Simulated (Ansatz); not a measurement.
**Run report: CO$_{2}$, single-point calculation (part 1 of 2)**

The run: single-point calculation of CO$_{2}$ (Cmce, 6 atoms in the cell). Method and program: DFT, HSE06, plane waves, PAW, no spin polarisation (Ansatz 0.2.0).

The structure derives from a Materials Project entry. The geometry comes from this level: r2scan-rvv10. Figures and captions count atoms from 1; the log counts them from 0 in places.

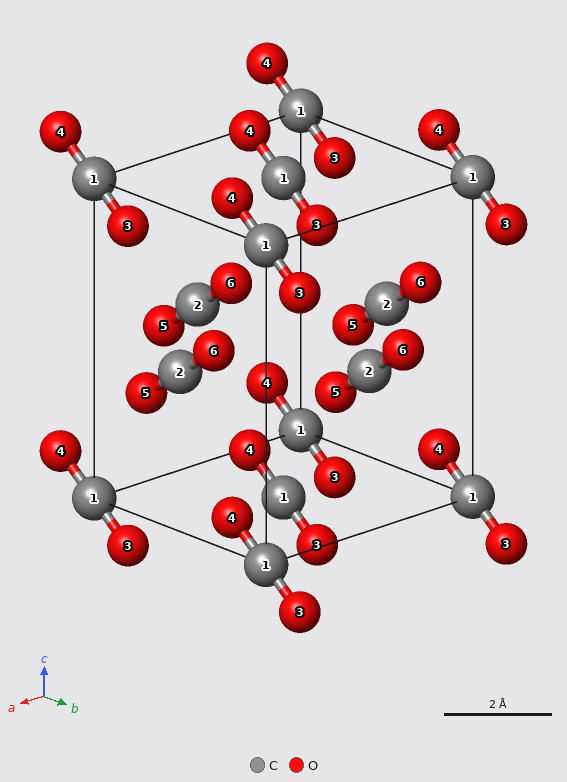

The structure as given in the input (ball-and-stick view of the cell 2 times as large as that of the calculation, set on its symmetry axes, seen at an oblique angle; atoms are numbered from 1 in the order of the input).

### The input
```yaml
crystal:
  lattice:
    - [2.6429049853, -2.3798751837, 0.0]
    - [2.6429049853, 2.3798751837, 0.0]
    - [0.0, 0.0, 6.4270279489]
  atoms:
    - { symbol: C, position: [0.0, 0.0, 0.0] }
    - { symbol: C, position: [0.5, 0.5, 0.5] }
    - { symbol: O, position: [0.8037318635, 0.1962681365, 0.8928652631] }
    - { symbol: O, position: [0.1962681365, 0.8037318635, 0.1071347369] }
    - { symbol: O, position: [0.6962681365, 0.3037318635, 0.3928652631] }
    - { symbol: O, position: [0.3037318635, 0.6962681365, 0.6071347369] }
kpoints:
  mp_grid: { grid: [4, 4, 2] }
hamiltonian:
  xc: hse06
scf:
  occupations: { method: fixed }
  n_extra_bands: 5
output:
  forces: true
  stress: true
  eigenvalues: true
  write_density: true
  write_potential: true
  elf: true
  volumetric_format: npy
```

Run on 4 threads of Arm Neoverse N1, 98 GiB of memory available, shared host.

Launch command:
```bash
ansatz run input.yaml --threads 4 --pin off --max-ram 4608MiB --backend cpu --events-out ev --progress --plain --runs-dir out
```

### Log
```
Warning: output.stress: scf.convergence.dr2_threshold = 1e-7 eV (the SCF's general default) is looser than the 6e-10 eV advised for a printed stress (1e-10 eV for each atom of the cell: 6). What an SCF threshold leaves in a stress goes as its square root, and in the free energy as the threshold itself, and one threshold admits the most on a small cell: of the crystals measured, under no hybrid functional and no lock of the moments, on runs that ended without the residual-converged pass, on stresses that held no estimate of that error, the worst erred by over 100 MPa in a component at 1e-7 eV an atom and by under 5 at 1e-10. Set scf.convergence.dr2_threshold to 6e-10 eV or tighter. The threshold is an SCF's pass mark: one that does not reach it within its budget of iterations ends unconverged, or closes short of it on a stop that the run arms, and scf.convergence.dr2_threshold's page says what that costs each kind of run
Warning: output.stress: scf.exx.energy_threshold = 1e-6 eV is looser than the 6e-8 eV advised for a stress under a hybrid functional (1e-8 eV for each atom of the cell: 6). Every SCF of the exchange loop can meet its threshold on dr2 while the loop round them stops early: no threshold on dr2 bounds what that leaves in the stress. Set scf.exx.energy_threshold to 6e-8 eV or tighter. The threshold is the loop's pass mark: a loop that does not reach it within its budget of cycles ends unconverged, and scf.exx.energy_threshold's page has the law
scf.n_extra_bands = 5 over 16 filled bands (N_el = 32.0): the run solves 21 bands
Engine: ansatz 0.2.0, aarch64-unknown-linux-gnu
Pseudopotentials: kind: paw
Pseudopotential: C, paw, valence charge 4, recommended cutoff 420 eV (normal), C.paw.azcp
Pseudopotential: O, paw, valence charge 6, recommended cutoff 420 eV (normal), O.paw.azcp
Functional definition: HSE06
  parameter a = 0.25
  parameter omega = 0.11/bohr
  exchange = pbe_x - a*pbe_x_sr(omega) + a*exact_x_sr(omega)
  correlation = pbe_c
davidson cushion auto → on  (no smearing: the cushion is to keep the highest requested band from converging to the state above it; pin scf.eigensolver.cushion to override)
Crystal: 6 atoms, lattice volume = 80.849 Å³
Basis set: ecut = 420 eV, 1555 PW (Γ), exchange–correlation on 48×48×90 points (8 copies of the dense FFT grid, shifted against one another)
Bands: 21, of which v1, the nominal top of the filled ones, is band 16 counted from 1 (15 counted from 0)
Symmetry: 8 space group operations
Space group: Cmce (ITA 64), of the structure as read, at distance tolerance 4.3e-5 Å
k-points: 14 of 32
Non-local potential: C, projectors of the file, l = 0: 2, l = 1: 2, l = 2: 1
Non-local potential: O, projectors of the file, l = 0: 2, l = 1: 2, l = 2: 1
PAW form: soft (Blöchl's): semilocal exchange-correlation on the pseudo side does not see the compensation charge
PAW frozen core: C, regenerated for the run's functional, and the local potential with it (the file was generated under x = pbe(κ = 0.804, μ = 0.2195149727645171), c = pbe(β = 0.06672455060314922))
PAW frozen core: O, regenerated for the run's functional, and the local potential with it (the file was generated under x = pbe(κ = 0.804, μ = 0.2195149727645171), c = pbe(β = 0.06672455060314922))
PAW one-centre angular grid: C, 110 points (default); XC on 64 Gauss nodes
PAW one-centre angular grid: O, 110 points (default); XC on 96 Gauss nodes
Initial density: superposition of atomic densities (neutral atoms: chi_scale 0, normalization atom), corrected by the library's trained network
Initial wavefunctions: pseudopotential atomic-orbital guess
Functional: x = pbe(κ = 0.804, μ = 0.2195149727645171), c = pbe(β = 0.06672455060314922), warm-up for x = pbe(κ = 0.804, μ = 0.2195149727645171) + 0.25 (exact − pbe) at short range (hse, ω = 0.20786987370883472 Å⁻¹), c = pbe(β = 0.06672455060314922); HSE06 as pw.x's `hse` composes it (authors' and Libxc's form: `xc: wpbeh`)
SCF iter   1: F=—  HF=-2769.647012 eV  |F-HF|=—  |Δ(HF+E_count)|=         —  Δρ=4.01e-3  dr2=4.88e-3  ethr=1.77e-3  ⟨swp⟩=6.1  Hψ=1373  notcnv=0
preconditioner: auto → none  [insulator: Δε(μ)=6.683 eV  Ē_g=15.887 eV  n_scr=16 (ndim 8)  ℏωp=23.4 eV  f_vac=0.127]
SCF iter   2: F=-2769.651928 eV  HF=-2769.651523 eV  |F-HF|=4.05e-4  |Δ(HF+E_count)|=   4.51e-3  Δρ=2.17e-3  dr2=1.47e-3  ethr=1.53e-5  ⟨swp⟩=4.0  Hψ=996  notcnv=0
SCF 1 stopped early in 2 iterations: F = -2769.651928 eV  dr2 = 1.47e-3
  greatest PAW one-centre occupation: 0.885 electrons in one spin orbital (limit 2), on the O atom at site 5 (counted from 0), in its partial waves of l = 0
Initial density: handed on by an earlier stage of this run
Initial wavefunctions: those handed on with the density
Functional: x = pbe(κ = 0.804, μ = 0.2195149727645171) + 0.25 (exact − pbe) at short range (hse, ω = 0.20786987370883472 Å⁻¹), c = pbe(β = 0.06672455060314922); HSE06 as pw.x's `hse` composes it (authors' and Libxc's form: `xc: wpbeh`)
Exchange kernel: α = 0.2500, screened, ω = 0.2079 Å⁻¹, Wigner–Seitz truncation, v(0) = 1012.7104 eV·Å³, q-mesh 4×4×2, nearest image of the exchange supercell L = 12.85 Å, pair-density grid 18×18×32, without the augmentation charges, whose exchange is taken in its separable form by FFT convolution over the k-point mesh (sized by the pseudopotential files, 24×24×45 at the most), smooth part of the exact exchange by density-matrix convolution
Frozen-core exchange: fock
SCF iter   1: F=—  HF=-2768.461555 eV  |F-HF|=—  |Δ(HF+E_count)|=         —  Δρ=1.24e-2  dr2=1.19e-1  ethr=4.60e-5  ⟨swp⟩=5.5  Hψ=1320  notcnv=0
preconditioner: auto → none  [insulator: Δε(μ)=8.464 eV  Ē_g=18.648 eV  n_scr=16 (ndim 8)  ℏωp=23.4 eV  f_vac=0.125]
SCF iter   2: F=—  HF=-2768.432413 eV  |F-HF|=—  |Δ(HF+E_count)|=   2.91e-2  Δρ=6.63e-3  dr2=1.83e-2  ethr=4.60e-5  ⟨swp⟩=4.1  Hψ=1038  notcnv=0
SCF iter   3: F=—  HF=-2768.440137 eV  |F-HF|=—  |Δ(HF+E_count)|=   7.72e-3  Δρ=3.17e-3  dr2=2.98e-3  ethr=4.60e-5  ⟨swp⟩=3.1  Hψ=760  notcnv=0
SCF iter   4: F=—  HF=-2768.439356 eV  |F-HF|=—  |Δ(HF+E_count)|=   7.81e-4  Δρ=1.33e-3  dr2=6.10e-4  ethr=8.93e-6  ⟨swp⟩=2.2  Hψ=662  notcnv=0
iter 5 solved again at ethr=2.31e-8 eV; its pass at ethr=1.52e-6 eV (dr2=7.39e-6 eV) is discarded
SCF iter   5: F=—  HF=-2768.439239 eV  |F-HF|=—  |Δ(HF+E_count)|=   1.17e-4  Δρ=1.72e-4  dr2=2.57e-4  ethr=2.31e-8  ⟨swp⟩=3.4  Hψ=1492  notcnv=0
SCF iter   6: F=—  HF=-2768.440515 eV  |F-HF|=—  |Δ(HF+E_count)|=   1.28e-3  Δρ=8.57e-4  dr2=5.24e-4  ethr=2.31e-8  ⟨swp⟩=4.8  Hψ=1255  notcnv=0
SCF iter   7: F=-2768.440355 eV  HF=-2768.440359 eV  |F-HF|=4.78e-6  |Δ(HF+E_count)|=   1.56e-4  Δρ=3.19e-5  dr2=4.99e-6  ethr=2.31e-8  ⟨swp⟩=4.1  Hψ=1242  notcnv=0
SCF 2 stopped early in 7 iterations: F = -2768.440355 eV  dr2 = 4.99e-6
  Residual-converged pass: ⟨swp⟩=3.2  Hψ=814  notcnv=0  max |occ|·‖R‖ = 6.5e-6 eV (tolerance 6.7e-6 eV)  dr2=4.96e-6  dr2_onsite=6.96e-8  max |Δocc| = 0.0e0
  greatest PAW one-centre occupation: 0.888 electrons in one spin orbital (limit 2), on the O atom at site 5 (counted from 0), in its partial waves of l = 0
hybrid outer 1: dexx = +1.501e-2 eV, tail = 4.49e-5 eV
Exchange kernel: α = 0.2500, screened, ω = 0.2079 Å⁻¹, Wigner–Seitz truncation, v(0) = 1012.7104 eV·Å³, q-mesh 4×4×2, nearest image of the exchange supercell L = 12.85 Å, pair-density grid 18×18×32, without the augmentation charges, whose exchange is taken in its separable form by FFT convolution over the k-point mesh (sized by the pseudopotential files, 24×24×45 at the most), smooth part of the exact exchange by density-matrix convolution
Frozen-core exchange: fock
SCF iter   1: F=—  HF=-2768.440511 eV  |F-HF|=—  |Δ(HF+E_count)|=         —  Δρ=9.50e-5  dr2=9.39e-6  ethr=7.01e-7  ⟨swp⟩=3.2  Hψ=684  notcnv=0
preconditioner: auto → none  [insulator: Δε(μ)=8.439 eV  Ē_g=18.592 eV  n_scr=16 (ndim 8)  ℏωp=23.4 eV  f_vac=0.131]
SCF iter   2: F=—  HF=-2768.440509 eV  |F-HF|=—  |Δ(HF+E_count)|=   1.74e-6  Δρ=2.75e-5  dr2=3.86e-7  ethr=2.04e-8  ⟨swp⟩=3.2  Hψ=866  notcnv=0
SCF iter   3: F=—  HF=-2768.440510 eV  |F-HF|=—  |Δ(HF+E_count)|=   2.96e-7  Δρ=1.04e-5  dr2=2.56e-8  ethr=8.23e-10  ⟨swp⟩=4.3  Hψ=922  notcnv=0
SCF iter   4: F=-2768.440509 eV  HF=-2768.440509 eV  |F-HF|=8.09e-9  |Δ(HF+E_count)|=   1.29e-7  Δρ=4.46e-6  dr2=8.73e-9  ethr=7.78e-11  ⟨swp⟩=4.4  Hψ=803  notcnv=0
SCF 3 converged in 4 iterations: F = -2768.440509 eV  dr2 = 8.73e-9
  Residual-converged pass: ⟨swp⟩=3.2  Hψ=763  notcnv=0  max |occ|·‖R‖ = 7.2e-7 eV (tolerance 7.7e-7 eV)  dr2=8.78e-9  dr2_onsite=1.03e-9  max |Δocc| = 0.0e0
hybrid outer 2: dexx = +4.912e-7 eV, tail = 3.22e-8 eV, Δε = 1.23e-3 eV (about 4.27e-5 eV left of the loop's levels), ΔF = 1.88e-2 eV/Å (tail 1.99e-3)
Exchange kernel: α = 0.2500, screened, ω = 0.2079 Å⁻¹, Wigner–Seitz truncation, v(0) = 1012.7104 eV·Å³, q-mesh 4×4×2, nearest image of the exchange supercell L = 12.85 Å, pair-density grid 18×18×32, without the augmentation charges, whose exchange is taken in its separable form by FFT convolution over the k-point mesh (sized by the pseudopotential files, 24×24×45 at the most), smooth part of the exact exchange by density-matrix convolution
Frozen-core exchange: fock
SCF iter   1: F=—  HF=-2768.440510 eV  |F-HF|=—  |Δ(HF+E_count)|=         —  Δρ=6.99e-6  dr2=2.06e-8  ethr=5.04e-10  ⟨swp⟩=3.5  Hψ=684  notcnv=0
preconditioner: auto → none  [insulator: Δε(μ)=8.438 eV  Ē_g=18.591 eV  n_scr=16 (ndim 8)  ℏωp=23.4 eV  f_vac=0.131]
SCF iter   2: F=—  HF=-2768.440510 eV  |F-HF|=—  |Δ(HF+E_count)|=   6.26e-9  Δρ=2.28e-6  dr2=3.35e-9  ethr=6.41e-11  ⟨swp⟩=3.7  Hψ=942  notcnv=0
SCF iter   3: F=-2768.440510 eV  HF=-2768.440510 eV  |F-HF|=3.61e-10  |Δ(HF+E_count)|=   2.82e-9  Δρ=1.14e-6  dr2=5.33e-10  ethr=9.22e-12  ⟨swp⟩=3.6  Hψ=690  notcnv=0
SCF 4 converged in 3 iterations: F = -2768.440510 eV  dr2 = 5.33e-10
  Residual-converged pass: ⟨swp⟩=3.0  Hψ=755  notcnv=0  max |occ|·‖R‖ = 4.9e-7 eV (tolerance 5.0e-7 eV)  dr2=5.18e-10  dr2_onsite=2.02e-11  max |Δocc| = 0.0e0
```

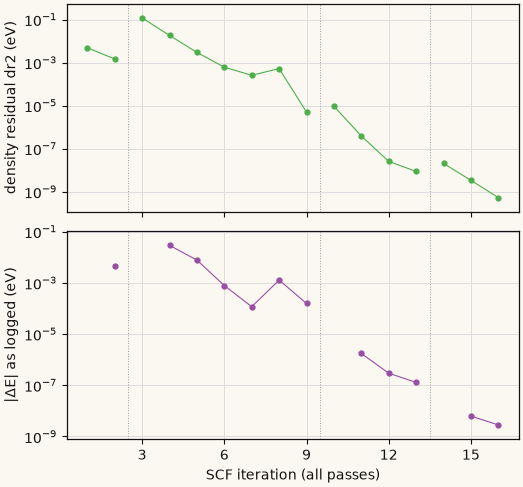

Convergence of the self-consistent field: density residual dr2 and size of the energy change against the SCF iteration. The run starts with a semilocal functional; after that each stretch between dotted lines is one SCF of the hybrid functional between two exact rebuilds of the exchange operator by the outer loop. Early passes are stopped at a loose threshold. The passes take 2, 7, 4 and 3 iterations.

```
hybrid outer 3: dexx = +8.749e-10 eV, tail = 1.11e-9 eV, Δε = 7.36e-5 eV (about 2.20e-5 eV left of the loop's levels), ΔF = 4.91e-4 eV/Å (tail 1.46e-4)
hybrid SCF converged: 3 outer / 14 inner (+2 warm-up), last move |dexx| = 8.75e-10 eV, tail = 1.11e-9 eV
Stability not checked: this state was not tested for a lower state beside it, because the functional holds exact exchange (a hybrid, or Hartree-Fock), whose exchange loop this test does not read (fock_operator; see scf.lower_state_search)
Free energy (F): -2768.440510 eV
Frozen-core exchange: fock
Harris-Foulkes:  -2768.440510 eV  (|F-HF|=3.61e-10)
Internal energy: -2768.440510 eV  (E = F + TS)
E sigma→0 (E₀):  -2768.440510 eV
Fermi energy:    -2.462442 eV
```
